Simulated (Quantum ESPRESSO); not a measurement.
MoSe$_{3}$: fields calculation (part 1 of 2)

- system: MoSe$_{3}$ (4 atoms in the cell)
- method: Kohn-Sham DFT of a periodic cell, PBE, Ansatz NC SR PBE, no spin polarisation (Quantum ESPRESSO 7.5)

The structure was made by swapping elements on the sites of another compound; it need not be a known phase.

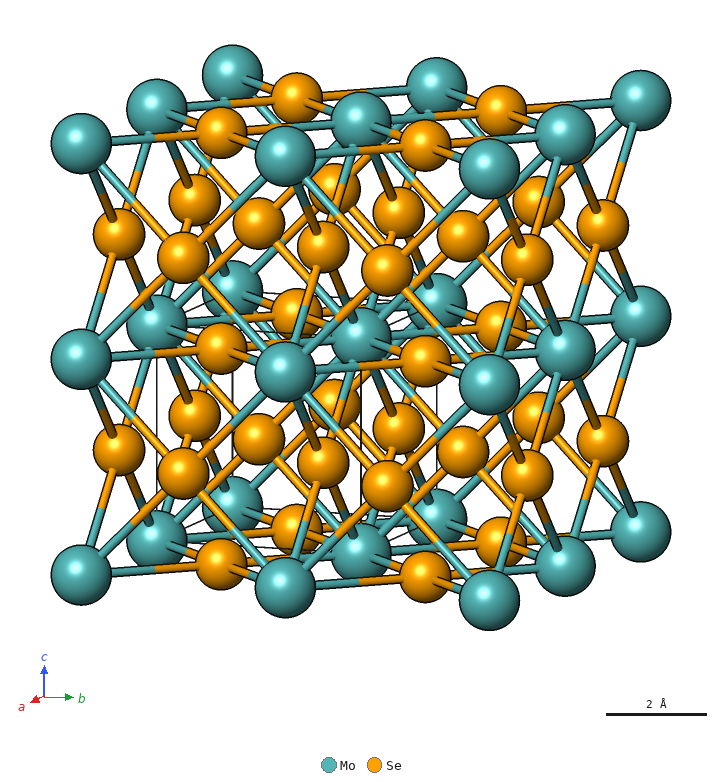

Figure 1. The input geometry (ball-and-stick view of the cell of the calculation, repeated 2 × 2 × 2, seen slightly off an axis). An atom can appear more than once, as a periodic image.

**Key numbers**

- outcome: converged
- space group (tolerance 0.01 Å): P4/mmm (123)
- electrons treated: 62
- free energy: −11805.0481 eV
- Fermi energy: 12.382 eV
- gap on the k-point mesh: none (metallic)
- pressure: −9.83 GPa
- largest force (length of the vector): under 0.001 eV/Å
- hardware: 1 thread of AMD EPYC (Zen 5), 16 GiB of memory available, shared host
- wall time: 79 s
- peak memory: 0.34 GiB

The cell is under a tension of 9.8 GPa at this level, so it is not at its equilibrium volume.

**Input**
```
&CONTROL
  calculation = 'scf'
  prefix = 'pwscf'
  outdir = './tmp'
  pseudo_dir = './pseudo'
  tprnfor = .true.
  tstress = .true.
  disk_io = 'low'
/
&SYSTEM
  ibrav = 0
  nat = 4
  ntyp = 2
  ecutwfc = 86
  nbnd = 42
  occupations = 'smearing'
  smearing = 'mv'
  degauss = 0.01469973
/
&ELECTRONS
  conv_thr = 8d-10
  electron_maxstep = 120
  mixing_beta = 0.5
/
ATOMIC_SPECIES
Mo    95.9500 Mo.upf
Se    78.9710 Se.upf
CELL_PARAMETERS angstrom
   4.3895381800    0.0000000000    0.0000000000
   0.0000000000    4.3895381800    0.0000000000
   0.0000000000    0.0000000000    4.4130286000
ATOMIC_POSITIONS crystal
Mo     0.0000000000    0.0000000000    0.0000000000
Se     0.0000000000    0.5000000000    0.5000000000
Se     0.5000000000    0.0000000000    0.5000000000
Se     0.5000000000    0.5000000000    0.0000000000
K_POINTS automatic
6 6 6 0 0 0
```

**File pp_density.in**
```
&INPUTPP
  prefix = 'pwscf'
  outdir = './tmp'
  filplot = 'density.dat'
  plot_num = 0
/
&PLOT
  nfile = 1
  filepp(1) = 'density.dat'
  iflag = 3
  output_format = 6
  fileout = 'density.cube'
/
```

**File pp_potential.in**
```
&INPUTPP
  prefix = 'pwscf'
  outdir = './tmp'
  filplot = 'potential.dat'
  plot_num = 11
/
&PLOT
  nfile = 1
  filepp(1) = 'potential.dat'
  iflag = 3
  output_format = 6
  fileout = 'potential.cube'
/
```

**File pp_elf.in**
```
&INPUTPP
  prefix = 'pwscf'
  outdir = './tmp'
  filplot = 'elf.dat'
  plot_num = 8
/
&PLOT
  nfile = 1
  filepp(1) = 'elf.dat'
  iflag = 3
  output_format = 6
  fileout = 'elf.cube'
/
```

**File pp_potential_ks.in**
```
&INPUTPP
  prefix = 'pwscf'
  outdir = './tmp'
  filplot = 'potential_ks.dat'
  plot_num = 1
/
&PLOT
  nfile = 1
  filepp(1) = 'potential_ks.dat'
  iflag = 3
  output_format = 6
  fileout = 'potential_ks.cube'
/
```

Launched with:
```bash
OMP_NUM_THREADS=1 pw.x -in pw.in > pw.out
OMP_NUM_THREADS=1 pp.x -in pp_density.in > pp_density.out
OMP_NUM_THREADS=1 pp.x -in pp_potential.in > pp_potential.out
OMP_NUM_THREADS=1 pp.x -in pp_elf.in > pp_elf.out
OMP_NUM_THREADS=1 pp.x -in pp_potential_ks.in > pp_potential_ks.out
```

**What the program printed**
```
This program is part of the open-source Quantum ESPRESSO suite
     for quantum simulation of materials; please cite
         "P. Giannozzi et al., J. Phys.:Condens. Matter 21 395502 (2009);
         "P. Giannozzi et al., J. Phys.:Condens. Matter 29 465901 (2017);
         "P. Giannozzi et al., J. Chem. Phys. 152 154105 (2020);
          URL
     in publications or presentations arising from this work. More details at

     Message from routine setup:
     using ibrav=0 with symmetry is DISCOURAGED, use correct ibrav instead

     G-vector sticks info
     --------------------
     sticks:   dense  smooth     PW     G-vecs:    dense   smooth      PW
     Sum        1885    1885    545                61789    61789    9499

     Using Slab Decomposition

     bravais-lattice index     =            0
     lattice parameter (alat)  =       8.2950  a.u.
     unit-cell volume          =     573.8138 (a.u.)^3
     number of atoms/cell      =            4
     number of atomic types    =            2
     number of electrons       =        62.00
     number of Kohn-Sham states=           42
     kinetic-energy cutoff     =      86.0000  Ry
     charge density cutoff     =     344.0000  Ry
     scf convergence threshold =      8.0E-10
     mixing beta               =       0.5000
     number of iterations used =            8  plain     mixing
     Exchange-correlation= PBE
                           (   1   4   3   4   0   0   0)

     celldm(1)=   8.295025  celldm(2)=   0.000000  celldm(3)=   0.000000
     celldm(4)=   0.000000  celldm(5)=   0.000000  celldm(6)=   0.000000

     crystal axes: (cart. coord. in units of alat)
               a(1) = (   1.000000   0.000000   0.000000 )
               a(2) = (   0.000000   1.000000   0.000000 )
               a(3) = (   0.000000   0.000000   1.005351 )

     reciprocal axes: (cart. coord. in units 2 pi/alat)
               b(1) = (  1.000000  0.000000  0.000000 )
               b(2) = (  0.000000  1.000000  0.000000 )
               b(3) = (  0.000000  0.000000  0.994677 )

     PseudoPot. # 1 for Mo read from file:
     Mo.upf
     Pseudo is Norm-conserving + core correction, Zval = 14.0
     Ansatz make-channels, of a published file: Generated using ONCVPSP code by D. R.
     Using radial grid of 1640 points,  7 beta functions with:
                l(1) =   0
                l(2) =   0
                l(3) =   1
                l(4) =   1
                l(5) =   2
                l(6) =   2
                l(7) =   3

     PseudoPot. # 2 for Se read from file:
     Se.upf
     Pseudo is Norm-conserving + core correction, Zval = 16.0
     Ansatz make-channels, of a published file: Generated using ONCVPSP code by D. R.
     Using radial grid of 1214 points,  6 beta functions with:
                l(1) =   0
                l(2) =   0
                l(3) =   1
                l(4) =   1
                l(5) =   2
                l(6) =   2

     atomic species   valence    mass     pseudopotential
     Mo               14.00    95.95000     Mo( 1.00)
     Se               16.00    78.97100     Se( 1.00)

     16 Sym. Ops., with inversion, found

   Cartesian axes

     site n.     atom                  positions (alat units)
         1        Mo     tau(   1) = (   0.0000000   0.0000000   0.0000000  )
         2        Se     tau(   2) = (   0.0000000   0.5000000   0.5026757  )
         3        Se     tau(   3) = (   0.5000000   0.0000000   0.5026757  )
         4        Se     tau(   4) = (   0.5000000   0.5000000   0.0000000  )

     number of k points=    40  Marzari-Vanderbilt smearing, width (Ry)=  0.0147
                       cart. coord. in units 2pi/alat
        k(    1) = (   0.0000000   0.0000000   0.0000000), wk =   0.0092593
        k(    2) = (   0.0000000   0.0000000   0.1657795), wk =   0.0185185
        k(    3) = (   0.0000000   0.0000000   0.3315590), wk =   0.0185185
        k(    4) = (   0.0000000   0.0000000  -0.4973385), wk =   0.0092593
        k(    5) = (   0.0000000   0.1666667   0.0000000), wk =   0.0370370
        k(    6) = (   0.0000000   0.1666667   0.1657795), wk =   0.0740741
        k(    7) = (   0.0000000   0.1666667   0.3315590), wk =   0.0740741
        k(    8) = (   0.0000000   0.1666667  -0.4973385), wk =   0.0370370
        k(    9) = (   0.0000000   0.3333333   0.0000000), wk =   0.0370370
        k(   10) = (   0.0000000   0.3333333   0.1657795), wk =   0.0740741
        k(   11) = (   0.0000000   0.3333333   0.3315590), wk =   0.0740741
        k(   12) = (   0.0000000   0.3333333  -0.4973385), wk =   0.0370370
        k(   13) = (   0.0000000  -0.5000000   0.0000000), wk =   0.0185185
        k(   14) = (   0.0000000  -0.5000000   0.1657795), wk =   0.0370370
        k(   15) = (   0.0000000  -0.5000000   0.3315590), wk =   0.0370370
        k(   16) = (   0.0000000  -0.5000000  -0.4973385), wk =   0.0185185
        k(   17) = (   0.1666667   0.1666667   0.0000000), wk =   0.0370370
        k(   18) = (   0.1666667   0.1666667   0.1657795), wk =   0.0740741
        k(   19) = (   0.1666667   0.1666667   0.3315590), wk =   0.0740741
        k(   20) = (   0.1666667   0.1666667  -0.4973385), wk =   0.0370370
        k(   21) = (   0.1666667   0.3333333   0.0000000), wk =   0.0740741
        k(   22) = (   0.1666667   0.3333333   0.1657795), wk =   0.1481481
        k(   23) = (   0.1666667   0.3333333   0.3315590), wk =   0.1481481
        k(   24) = (   0.1666667   0.3333333  -0.4973385), wk =   0.0740741
        k(   25) = (   0.1666667  -0.5000000   0.0000000), wk =   0.0370370
        k(   26) = (   0.1666667  -0.5000000   0.1657795), wk =   0.0740741
        k(   27) = (   0.1666667  -0.5000000   0.3315590), wk =   0.0740741
        k(   28) = (   0.1666667  -0.5000000  -0.4973385), wk =   0.0370370
        k(   29) = (   0.3333333   0.3333333   0.0000000), wk =   0.0370370
        k(   30) = (   0.3333333   0.3333333   0.1657795), wk =   0.0740741
        k(   31) = (   0.3333333   0.3333333   0.3315590), wk =   0.0740741
        k(   32) = (   0.3333333   0.3333333  -0.4973385), wk =   0.0370370
        k(   33) = (   0.3333333  -0.5000000   0.0000000), wk =   0.0370370
        k(   34) = (   0.3333333  -0.5000000   0.1657795), wk =   0.0740741
        k(   35) = (   0.3333333  -0.5000000   0.3315590), wk =   0.0740741
        k(   36) = (   0.3333333  -0.5000000  -0.4973385), wk =   0.0370370
        k(   37) = (  -0.5000000  -0.5000000   0.0000000), wk =   0.0092593
        k(   38) = (  -0.5000000  -0.5000000   0.1657795), wk =   0.0185185
        k(   39) = (  -0.5000000  -0.5000000   0.3315590), wk =   0.0185185
        k(   40) = (  -0.5000000  -0.5000000  -0.4973385), wk =   0.0092593

     Dense  grid:    61789 G-vectors     FFT dimensions: (  50,  50,  50)

     Initial potential from superposition of free atoms

     starting charge      61.9984, renormalised to      62.0000
     Starting wfcs are   37 randomized atomic wfcs +    5 random wfcs

     Self-consistent Calculation

     iteration #  1     ecut=    86.00 Ry     beta= 0.50
     Davidson diagonalization with overlap
     ethr =  1.00E-02,  avg # of iterations =  4.0

     total energy              =    -866.54566595 Ry
     estimated scf accuracy    <       1.75248765 Ry

     iteration #  2     ecut=    86.00 Ry     beta= 0.50
     Davidson diagonalization with overlap
     ethr =  2.83E-03,  avg # of iterations =  2.6

     total energy              =    -866.82365161 Ry
     estimated scf accuracy    <      16.72443388 Ry

     iteration #  3     ecut=    86.00 Ry     beta= 0.50
     Davidson diagonalization with overlap
     ethr =  2.83E-03,  avg # of iterations =  2.0

     total energy              =    -867.68137947 Ry
     estimated scf accuracy    <       0.92485389 Ry

     iteration #  4     ecut=    86.00 Ry     beta= 0.50
     Davidson diagonalization with overlap
     ethr =  1.49E-03,  avg # of iterations =  1.0

     total energy              =    -867.63520152 Ry
     estimated scf accuracy    <       0.45798238 Ry

     iteration #  5     ecut=    86.00 Ry     beta= 0.50
     Davidson diagonalization with overlap
     ethr =  7.39E-04,  avg # of iterations =  1.1

     total energy              =    -867.65256664 Ry
     estimated scf accuracy    <       0.01313305 Ry

     iteration #  6     ecut=    86.00 Ry     beta= 0.50
     Davidson diagonalization with overlap
     ethr =  2.12E-05,  avg # of iterations =  6.8

     total energy              =    -867.65489592 Ry
     estimated scf accuracy    <       0.01021809 Ry

     iteration #  7     ecut=    86.00 Ry     beta= 0.50
     Davidson diagonalization with overlap
     ethr =  1.65E-05,  avg # of iterations =  1.0

     total energy              =    -867.65492529 Ry
     estimated scf accuracy    <       0.00170100 Ry

     iteration #  8     ecut=    86.00 Ry     beta= 0.50
     Davidson diagonalization with overlap
     ethr =  2.74E-06,  avg # of iterations =  1.5

     total energy              =    -867.65502469 Ry
     estimated scf accuracy    <       0.00000749 Ry

     iteration #  9     ecut=    86.00 Ry     beta= 0.50
     Davidson diagonalization with overlap
     ethr =  1.21E-08,  avg # of iterations =  4.4

     total energy              =    -867.65502034 Ry
     estimated scf accuracy    <       0.00024572 Ry

     iteration # 10     ecut=    86.00 Ry     beta= 0.50
     Davidson diagonalization with overlap
     ethr =  1.21E-08,  avg # of iterations =  2.0

     total energy              =    -867.65502801 Ry
     estimated scf accuracy    <       0.00001124 Ry

     iteration # 11     ecut=    86.00 Ry     beta= 0.50
     Davidson diagonalization with overlap
     ethr =  1.21E-08,  avg # of iterations =  1.1

     total energy              =    -867.65502915 Ry
     estimated scf accuracy    <       0.00000143 Ry

     iteration # 12     ecut=    86.00 Ry     beta= 0.50
     Davidson diagonalization with overlap
     ethr =  2.30E-09,  avg # of iterations =  1.2

     total energy              =    -867.65502923 Ry
     estimated scf accuracy    <       0.00000002 Ry

     iteration # 13     ecut=    86.00 Ry     beta= 0.50
     Davidson diagonalization with overlap
     ethr =  3.77E-11,  avg # of iterations =  4.0

     End of self-consistent calculation

          k = 0.0000 0.0000 0.0000 (  7777 PWs)   bands (ev):

   -48.8300 -36.1572 -36.1544 -36.1536 -36.1536 -36.1498 -36.1497 -36.1466
   -36.1449 -36.1443 -36.1443 -36.1433 -36.1396 -36.1396 -36.1383 -36.1363
   -22.8871 -22.8871 -22.8848  -3.0372   0.3653   0.3968   7.1519   7.1867
     7.1867  11.0626  11.0626  11.0645  11.5638  11.5962  11.7236  11.7236
    11.7259  12.9183  13.2542  13.2570  13.2570  19.1226  20.1491  20.1491
    20.1700  20.3129

          k = 0.0000 0.0000 0.1658 (  7745 PWs)   bands (ev):

   -48.8300 -36.1571 -36.1543 -36.1530 -36.1530 -36.1498 -36.1497 -36.1463
   -36.1449 -36.1443 -36.1443 -36.1434 -36.1402 -36.1402 -36.1386 -36.1364
   -22.8869 -22.8869 -22.8862  -2.8844   0.0585   0.4321   7.2766   7.2766
     7.3953   9.9453  10.4012  10.4012  11.6826  11.7516  12.4407  12.4835
    12.4835  12.7641  13.0201  13.0201  13.6637  19.6769  20.0253  20.0336
    20.6899  20.6899

          k = 0.0000 0.0000 0.3316 (  7724 PWs)   bands (ev):

   -48.8299 -36.1571 -36.1539 -36.1514 -36.1514 -36.1497 -36.1497 -36.1457
   -36.1449 -36.1443 -36.1443 -36.1437 -36.1418 -36.1418 -36.1392 -36.1364
   -22.8890 -22.8866 -22.8866  -2.4629  -0.6445   0.5054   7.4841   7.4841
     8.0228   9.0084   9.7858   9.7858  11.0150  11.8045  12.1290  12.1874
    12.1874  13.8270  13.8270  13.8334  15.1266  18.6492  19.7410  20.4469
    20.4469  20.8017

          k = 0.0000 0.0000-0.4973 (  7696 PWs)   bands (ev):

   -48.8299 -36.1571 -36.1537 -36.1503 -36.1503 -36.1497 -36.1496 -36.1454
   -36.1449 -36.1443 -36.1443 -36.1439 -36.1429 -36.1429 -36.1395 -36.1364
   -22.8904 -22.8864 -22.8864  -2.0735  -1.1636   0.5435   7.6082   7.6082
     8.5412   8.6688   9.5507   9.5507  10.2623  11.8317  11.9128  11.9128
    12.2598  14.2213  14.3827  14.3827  16.4523  17.7520  19.6018  19.8358
    19.8358  20.3978

          k = 0.0000 0.1667 0.0000 (  7745 PWs)   bands (ev):

   -48.8300 -36.1563 -36.1541 -36.1536 -36.1529 -36.1500 -36.1494 -36.1467
   -36.1457 -36.1443 -36.1443 -36.1433 -36.1402 -36.1396 -36.1385 -36.1364
   -22.8886 -22.8869 -22.8846  -2.8823   0.0797   0.4102   7.2445   7.2789
     7.4201   9.9378  10.3937  10.3968  11.6603  11.7506  12.4443  12.5017
    12.5070  12.7893  12.9940  13.0011  13.6752  19.6447  20.0036  20.0913
    20.6912  20.7287

          k = 0.0000 0.1667 0.1658 (  7746 PWs)   bands (ev):

   -48.8299 -36.1563 -36.1540 -36.1529 -36.1525 -36.1500 -36.1494 -36.1465
   -36.1457 -36.1444 -36.1443 -36.1435 -36.1408 -36.1402 -36.1386 -36.1364
   -22.8884 -22.8867 -22.8860  -2.7333  -0.0171   0.2653   6.9549   7.3830
     8.0923   9.1107   9.9898  10.5774  11.5678  11.8556  12.0501  12.5546
    12.6077  12.8437  13.1879  13.3182  14.4172  19.9643  20.0125  20.1697
    20.4260  20.7658

          k = 0.0000 0.1667 0.3316 (  7725 PWs)   bands (ev):

   -48.8299 -36.1563 -36.1537 -36.1513 -36.1513 -36.1500 -36.1494 -36.1460
   -36.1458 -36.1444 -36.1444 -36.1437 -36.1419 -36.1418 -36.1390 -36.1364
   -22.8888 -22.8881 -22.8864  -2.3223  -0.6059   0.2746   7.0951   7.6292
     8.1798   8.7795   9.4811  10.2273  10.8062  11.7731  12.2004  12.3612
    12.6946  13.2310  13.7411  13.9014  15.9421  18.6894  19.8391  20.0485
    20.6485  20.9453

          k = 0.0000 0.1667-0.4973 (  7724 PWs)   bands (ev):

   -48.8298 -36.1563 -36.1535 -36.1506 -36.1503 -36.1501 -36.1495 -36.1459
   -36.1458 -36.1444 -36.1444 -36.1438 -36.1428 -36.1424 -36.1393 -36.1364
   -22.8902 -22.8879 -22.8862  -1.9396  -1.0972   0.3071   7.4552   7.6878
     7.7828   8.7962   9.2724  10.1670  10.6616  11.4666  12.2534  12.3755
    12.4689  13.6062  14.0138  14.2729  17.4878  17.5061  19.1969  20.1358
    20.5210  20.9634

          k = 0.0000 0.3333 0.0000 (  7748 PWs)   bands (ev):

   -48.8299 -36.1541 -36.1535 -36.1532 -36.1513 -36.1508 -36.1487 -36.1480
   -36.1471 -36.1446 -36.1444 -36.1434 -36.1417 -36.1396 -36.1388 -36.1364
   -22.8916 -22.8866 -22.8843  -2.4537  -0.6306   0.4861   7.4590   7.4916
     8.0304   8.9881   9.7690   9.7848  11.0026  11.8060  12.1322  12.1565
    12.1803  13.8307  13.8436  13.8565  15.1577  18.6598  19.7164  20.4145
    20.4474  20.8401

          k = 0.0000 0.3333 0.1658 (  7731 PWs)   bands (ev):

   -48.8299 -36.1541 -36.1531 -36.1528 -36.1513 -36.1507 -36.1487 -36.1480
   -36.1470 -36.1446 -36.1444 -36.1435 -36.1417 -36.1402 -36.1388 -36.1364
   -22.8914 -22.8864 -22.8857  -2.3153  -0.5949   0.2590   7.0866   7.6342
     8.1656   8.7817   9.4845  10.2209  10.7911  11.7488  12.1901  12.3540
    12.6953  13.2344  13.7643  13.9210  15.9643  18.6971  19.8293  20.0200
    20.6101  20.9409

          k = 0.0000 0.3333 0.3316 (  7719 PWs)   bands (ev):

   -48.8298 -36.1541 -36.1530 -36.1513 -36.1512 -36.1508 -36.1489 -36.1480
   -36.1469 -36.1445 -36.1445 -36.1436 -36.1418 -36.1418 -36.1388 -36.1363
   -22.8910 -22.8884 -22.8861  -1.9308  -0.6287  -0.1840   6.6192   7.8411
     8.0014   9.0671   9.3612   9.9190  10.9407  11.0824  12.1731  13.0632
    13.2366  13.3542  13.8197  13.8301  16.9942  18.5986  18.7027  20.0272
    20.6918  22.4058

          k = 0.0000 0.3333-0.4973 (  7716 PWs)   bands (ev):

   -48.8298 -36.1541 -36.1529 -36.1511 -36.1509 -36.1502 -36.1490 -36.1481
   -36.1469 -36.1445 -36.1444 -36.1436 -36.1428 -36.1417 -36.1389 -36.1363
   -22.8909 -22.8898 -22.8859  -1.5539  -0.9553  -0.2734   6.3694   7.9345
     8.2741   8.8834   9.2461   9.8196  10.4878  11.4640  12.5306  12.7249
    13.0808  13.4703  14.1476  14.1650  17.3429  17.8924  19.0746  20.1389
    21.5721  21.7653

          k = 0.0000-0.5000 0.0000 (  7724 PWs)   bands (ev):

   -48.8299 -36.1534 -36.1522 -36.1517 -36.1511 -36.1510 -36.1502 -36.1480
   -36.1476 -36.1449 -36.1444 -36.1435 -36.1425 -36.1396 -36.1390 -36.1364
   -22.8931 -22.8864 -22.8841  -2.0537  -1.1609   0.5257   7.5882   7.6186
     8.5368   8.6475   9.5285   9.5538  10.2515  11.8344  11.8642  11.8993
    12.2698  14.2412  14.3938  14.4155  16.4554  17.8193  19.5754  19.7943
    19.8128  20.4551

          k = 0.0000-0.5000 0.1658 (  7738 PWs)   bands (ev):
```
